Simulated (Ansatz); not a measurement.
# W: equation of state, part 2 of 2

How stiff is W, and at what volume does the pressure vanish? The cell is scaled evenly, atoms carried along, and solved with LAPW, PAW and all-electron datasets made for the crystal.

Ansatz 0.2.0; DFT PBE; a cell built from a prototype (bcc type), not taken from measurement. «Crystal datasets» are all-electron PAW datasets made for this crystal. The steps go on from the part before.

### Step 7. Volume × 1.02, LAPW

Input file input.yaml:

```yaml
crystal:
  lattice:
    - [-1.602816403, 1.602816403, 1.602816403]
    - [1.602816403, -1.602816403, 1.602816403]
    - [1.602816403, 1.602816403, -1.602816403]
  atoms:
    - { symbol: W, position: [0.0, 0.0, 0.0] }
kpoints:
  mp_grid: { grid: [14, 14, 14] }
scf:
  occupations: { method: fermi_dirac, width: 0.08 }
hamiltonian:
  xc: pbe
  pseudopotentials: { kind: all_electron, lapw: { basis_error: 0.00025 } }
output:
  forces: true
  stress: true
  eigenvalues: true
```

Output, shortened:

```text
LAPW: plane waves up to 9.190 Å⁻¹, error target 2.5e-4 eV per atom; small_component_spin mean_spin; W in spheres of 1.388 Å, 44 of its electrons in bands, Dirac shells []
[...]
Pseudopotentials: kind: all_electron
Pseudopotential: W, LAPW, valence charge 44, Koelling and Harmon's equation, gaussian nucleus
Functional definition: PBE
[...]
Crystal: 1 atoms, lattice volume = 16.471 Å³
Basis set: ecut = 321.7728665409138 eV, 201 PW (Γ), exchange–correlation at level 2
Bands: 27, of which v1, the nominal top of the filled ones, is band 22 counted from 1 (21 counted from 0)
Symmetry: 48 space group operations
Space group: Im-3m (ITA 229), of the structure as read, at distance tolerance 2.5e-5 Å
k-points: 104 of 2744
[...]
SCF iter   1: F=—  HF=-439202.420098 eV  |F-HF|=—  |Δ(HF+E_count)|=         —  Δρ=3.55e-2  dr2=1.10e-1  ethr=2.48e-4  ⟨swp⟩=2.9  Hψ=17294  notcnv=0
[...]
the basis was enlarged: its passes take 1.7 MiB over the memory plan, 1 of 1 planned eigensolver slots
[...]
SCF iter   8: F=-439202.214061 eV  HF=-439202.214061 eV  |F-HF|=1.11e-9  |Δ(HF+E_count)|=   2.52e-7  Δρ=1.34e-5  dr2=1.45e-8  ethr=2.04e-9  ⟨swp⟩=2.0  Hψ=8250  notcnv=0
[...]
SCF converged after 8 iterations
Free energy (F): -439202.214061 eV
[...]
E sigma→0 (E₀):  -439202.207852 eV
Entropy (-TS):   -0.012419 eV (-12.419 meV/atom)
Fermi energy:    28.006922 eV
[...]
--- Forces (eV/Å), atoms counted from 1 ---
  atom   1  W     -0.00000000     0.00000000    -0.00000000
[...]
--- Stress (GPa, compression-positive) ---
       -5.644631      -0.000000      -0.000000
       -0.000000      -5.644631      -0.000000
       -0.000000      -0.000000      -5.644631
  P = ⅓ Tr σ = -5.6446 GPa (-56.446 kbar)
--- Band table (eV; the first three rows and the last of 104) ---
[...]
```

It took 15 s on 1 thread, shared host.

This run gives: pressure -5.64 GPa; no gap.

### Step 8. Volume × 1.02, PAW

input.yaml: that of step 7 with these lines changed.

```diff
@@ -13,3 +13,3 @@
   xc: pbe
-  pseudopotentials: { kind: all_electron, lapw: { basis_error: 0.00025 } }
+  pseudopotentials: { kind: paw }
 output:
@@ -18 +18,2 @@
   eigenvalues: true
+  efg: { contact_densities: true }
```

Output, shortened:

```text
W: output.efg is read without spin–orbit coupling, which moves field gradients at and beside such atoms by some per cent and up to a factor of two; PAW files take it under magnetization.noncollinear and magnetization.spin_orbit
[...]
Pseudopotentials: kind: paw
Pseudopotential: W, paw, valence charge 14, recommended cutoff 420 eV (normal)
Functional definition: PBE
[...]
Crystal: 1 atoms, lattice volume = 16.471 Å³
Basis set: ecut = 420 eV, 321 PW (Γ), exchange–correlation on 40×40×40 points (8 copies of the dense FFT grid, shifted against one another)
Bands: 11, of which v1, the nominal top of the filled ones, is band 7 counted from 1 (6 counted from 0)
Symmetry: 48 space group operations
Space group: Im-3m (ITA 229), of the structure as read, at distance tolerance 2.5e-5 Å
k-points: 104 of 2744
[...]
SCF converged after 6 iterations
Free energy (F): -10384.816624 eV
[...]
E sigma→0 (E₀):  -10384.810407 eV
Entropy (-TS):   -0.012436 eV (-12.436 meV/atom)
Fermi energy:    21.717819 eV
[...]
--- Forces (eV/Å), atoms counted from 1 ---
  atom   1  W      0.00000000    -0.00000000     0.00000000
[...]
--- Stress (GPa, compression-positive) ---
       -5.746821      -0.000000       0.000000
       -0.000000      -5.746821       0.000000
       -0.000000       0.000000      -5.746821
  P = ⅓ Tr σ = -5.7468 GPa (-57.468 kbar)
--- PAW observables at the nuclei: V_zz in 10²¹ V/m², potentials from the cell's mean, atoms counted from 1 ---
  atom   1  W  V_zz =    +0.000000   η = 0.0000   by run symmetry: forbidden
            electrostatic potential = -14820.179154 V   contact ρ = 8822093.021266 e/Å³
--- Band table (eV; the first three rows and the last of 104) ---
  k-point 0: bands = ["-52.5075", "-16.1605", "-16.1605", "-16.1605", "12.2421", "20.4780", "20.4780", "20.4780", "23.8160", "23.8160", "36.0805"]
[...]
```

Run time: 2.1 s. Hardware: 1 thread, shared host.

Result: pressure -5.75 GPa; no gap.

### Step 9. Volume × 1.04, LAPW

Input file input.yaml:

```yaml
crystal:
  lattice:
    - [-1.6132245933, 1.6132245933, 1.6132245933]
    - [1.6132245933, -1.6132245933, 1.6132245933]
    - [1.6132245933, 1.6132245933, -1.6132245933]
  atoms:
    - { symbol: W, position: [0.0, 0.0, 0.0] }
kpoints:
  mp_grid: { grid: [14, 14, 14] }
scf:
  occupations: { method: fermi_dirac, width: 0.08 }
hamiltonian:
  xc: pbe
  pseudopotentials: { kind: all_electron, lapw: { basis_error: 0.00025 } }
output:
  forces: true
  stress: true
  eigenvalues: true
```

Output, shortened:

```text
LAPW: plane waves up to 9.112 Å⁻¹, error target 2.5e-4 eV per atom; small_component_spin mean_spin; W in spheres of 1.397 Å, 44 of its electrons in bands, Dirac shells []
[...]
Pseudopotentials: kind: all_electron
Pseudopotential: W, LAPW, valence charge 44, Koelling and Harmon's equation, gaussian nucleus
Functional definition: PBE
[...]
Crystal: 1 atoms, lattice volume = 16.794 Å³
Basis set: ecut = 316.3580353800105 eV, 201 PW (Γ), exchange–correlation at level 2
Bands: 27, of which v1, the nominal top of the filled ones, is band 22 counted from 1 (21 counted from 0)
Symmetry: 48 space group operations
Space group: Im-3m (ITA 229), of the structure as read, at distance tolerance 2.6e-5 Å
k-points: 104 of 2744
[...]
SCF iter   1: F=—  HF=-439202.408866 eV  |F-HF|=—  |Δ(HF+E_count)|=         —  Δρ=3.52e-2  dr2=1.11e-1  ethr=2.52e-4  ⟨swp⟩=2.9  Hψ=17278  notcnv=0
[...]
the basis was enlarged: its passes take 1.7 MiB over the memory plan, 1 of 1 planned eigensolver slots
[...]
SCF iter   8: F=-439202.197374 eV  HF=-439202.197374 eV  |F-HF|=1.34e-9  |Δ(HF+E_count)|=   2.67e-7  Δρ=1.36e-5  dr2=1.54e-8  ethr=2.15e-9  ⟨swp⟩=2.0  Hψ=8250  notcnv=0
[...]
SCF converged after 8 iterations
Free energy (F): -439202.197374 eV
[...]
E sigma→0 (E₀):  -439202.191367 eV
Entropy (-TS):   -0.012014 eV (-12.014 meV/atom)
Fermi energy:    27.401720 eV
[...]
--- Forces (eV/Å), atoms counted from 1 ---
  atom   1  W     -0.00000000     0.00000000     0.00000000
[...]
--- Stress (GPa, compression-positive) ---
      -10.822926       0.000000       0.000000
        0.000000     -10.822926       0.000000
        0.000000       0.000000     -10.822926
  P = ⅓ Tr σ = -10.8229 GPa (-108.229 kbar)
--- Band table (eV; the first three rows and the last of 104) ---
[...]
```

It took 16 s on 1 thread, shared host.

This run gives: pressure -10.82 GPa; no gap.

### Step 10. Volume × 1.04, PAW

input.yaml: that of step 9 with these lines changed.

```diff
@@ -13,3 +13,3 @@
   xc: pbe
-  pseudopotentials: { kind: all_electron, lapw: { basis_error: 0.00025 } }
+  pseudopotentials: { kind: paw }
 output:
@@ -18 +18,2 @@
   eigenvalues: true
+  efg: { contact_densities: true }
```

Output, shortened:

```text
W: output.efg is read without spin–orbit coupling, which moves field gradients at and beside such atoms by some per cent and up to a factor of two; PAW files take it under magnetization.noncollinear and magnetization.spin_orbit
[...]
Pseudopotentials: kind: paw
Pseudopotential: W, paw, valence charge 14, recommended cutoff 420 eV (normal)
Functional definition: PBE
[...]
Crystal: 1 atoms, lattice volume = 16.794 Å³
Basis set: ecut = 420 eV, 321 PW (Γ), exchange–correlation on 40×40×40 points (8 copies of the dense FFT grid, shifted against one another)
Bands: 11, of which v1, the nominal top of the filled ones, is band 7 counted from 1 (6 counted from 0)
Symmetry: 48 space group operations
Space group: Im-3m (ITA 229), of the structure as read, at distance tolerance 2.6e-5 Å
k-points: 104 of 2744
[...]
SCF converged after 6 iterations
Free energy (F): -10384.799722 eV
[...]
E sigma→0 (E₀):  -10384.793706 eV
Entropy (-TS):   -0.012032 eV (-12.032 meV/atom)
Fermi energy:    21.233077 eV
[...]
--- Forces (eV/Å), atoms counted from 1 ---
  atom   1  W      0.00000000    -0.00000000     0.00000000
[...]
--- Stress (GPa, compression-positive) ---
      -10.938728       0.000000       0.000000
       -0.000000     -10.938728       0.000000
       -0.000000      -0.000000     -10.938728
  P = ⅓ Tr σ = -10.9387 GPa (-109.387 kbar)
--- PAW observables at the nuclei: V_zz in 10²¹ V/m², potentials from the cell's mean, atoms counted from 1 ---
  atom   1  W  V_zz =    +0.000000   η = 0.0000   by run symmetry: forbidden
            electrostatic potential = -14819.496578 V   contact ρ = 8822087.639115 e/Å³
--- Band table (eV; the first three rows and the last of 104) ---
  k-point 0: bands = ["-53.0115", "-16.6890", "-16.6890", "-16.6890", "11.8749", "20.0316", "20.0316", "20.0316", "23.2938", "23.2938", "35.5571"]
[...]
```

Wall time 2.2 s (1 thread, shared host).

Read from it: pressure -10.94 GPa; no gap.

### Step 11. Volume × 1.04, crystal datasets

input.yaml: that of step 10 with these lines changed.

```diff
@@ -13,3 +13,3 @@
   xc: pbe
-  pseudopotentials: { kind: paw }
+  pseudopotentials: { kind: all_electron, datasets: crystal }
 output:
```

Output, shortened:

```text
[...]
W: output.efg is read without spin–orbit coupling, which moves field gradients at and beside such atoms by some per cent and up to a factor of two; PAW files take it under magnetization.noncollinear and magnetization.spin_orbit
[...]
Pseudopotentials: kind: all_electron
Pseudopotential: W, paw, valence charge 28, recommended cutoff 300 eV (normal), Koelling and Harmon's equation, gaussian nucleus
Functional definition: PBE
[...]
Crystal: 1 atoms, lattice volume = 16.794 Å³
Basis set: ecut = 300 eV, 201 PW (Γ), exchange–correlation on 32×32×32 points (8 copies of the dense FFT grid, shifted against one another)
Bands: 7, of which v1, the nominal top of the filled ones, is band 3 counted from 1 (2 counted from 0)
Symmetry: 48 space group operations
Space group: Im-3m (ITA 229), of the structure as read, at distance tolerance 2.6e-5 Å
k-points: 104 of 2744
[...]
Fermi energy:    27.401690 eV
[...]
  The terms above E_closure are by the made datasets' own strengths, without shells solved beside the bands.
--- Forces (eV/Å), atoms counted from 1 ---
  atom   1  W      0.00000000    -0.00000000     0.00000000
[...]
--- Stress (GPa, compression-positive) ---
      -10.820063       0.000000      -0.000000
        0.000000     -10.820063      -0.000000
       -0.000000      -0.000000     -10.820063
  P = ⅓ Tr σ = -10.8201 GPa (-108.201 kbar)
  It holds what live shells' own plane waves past their cutoff add
--- PAW observables at the nuclei: V_zz in 10²¹ V/m², potentials from the cell's mean, atoms counted from 1 ---
  atom   1  W  V_zz =    -0.000000   η = 0.0000   by run symmetry: forbidden
            electrostatic potential = -14819.500053 V   contact ρ = 8817750.803314 e/Å³
--- Band table (eV; the first three rows and the last of 104) ---
  k-point 0: bands = ["18.0406", "26.2001", "26.2001", "26.2001", "29.4641", "29.4641"]
[...]
```

It took 3.9 s on 1 thread, shared host.

This run gives: pressure -10.82 GPa; no gap.

### Step 12. All volumes together

The rows at scale 1 come from earlier runs of the unscaled cell with the same settings.

```
          method  volume (Å³/atom)  F above the lowest (meV/atom)  pressure (GPa)
            LAPW            15.502                           26.3           13.42
            LAPW            15.825                            6.4            6.42
            LAPW            16.148                            0.0            0.09
            LAPW            16.471                            5.7           -5.64
            LAPW            16.794                           22.4          -10.82
             PAW            15.502                           26.1           13.38
             PAW            15.825                            6.3            6.35
             PAW            16.148                            0.0            0.00
             PAW            16.471                            5.9           -5.75
             PAW            16.794                           22.8          -10.94
crystal datasets            15.502                              –           13.42
crystal datasets            16.148                              –            0.09
crystal datasets            16.794                              –          -10.82
```

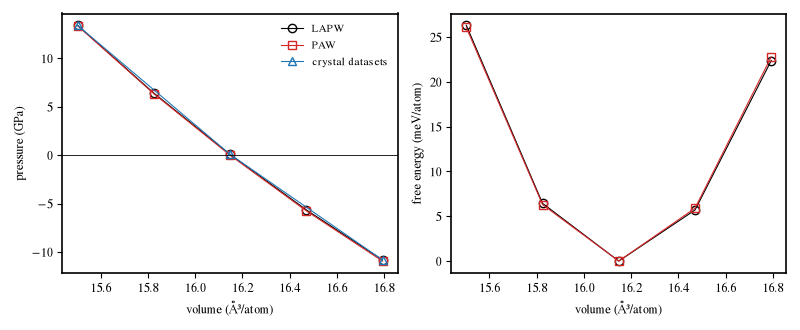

Pressure and free energy (from each method's lowest point) against volume.

### Step 13. Summary of results

This closing draws on all 2 parts.

| quantity | value |
| --- | --- |
| equilibrium volume (LAPW) | 16.152 Å³/atom |
| bulk modulus (LAPW) | 301 GPa |
| its pressure derivative (LAPW) | 4.0 |
| equilibrium volume (PAW) | 16.148 Å³/atom |
| bulk modulus (PAW) | 302 GPa |
| its pressure derivative (PAW) | 4.0 |

In words: A third-order Birch-Murnaghan fit to the LAPW pressures puts zero pressure at 16.15 Å³/atom, less than 0.1 % from the given cell, with a bulk modulus of 301 GPa. PAW's volume lies -0.03 % and its modulus +0.4 % from LAPW's. No thermal or zero-point expansion is included. Spin-orbit coupling is left out, though the cell holds W; in elements this heavy it can shift bands and gaps by tenths of an eV.
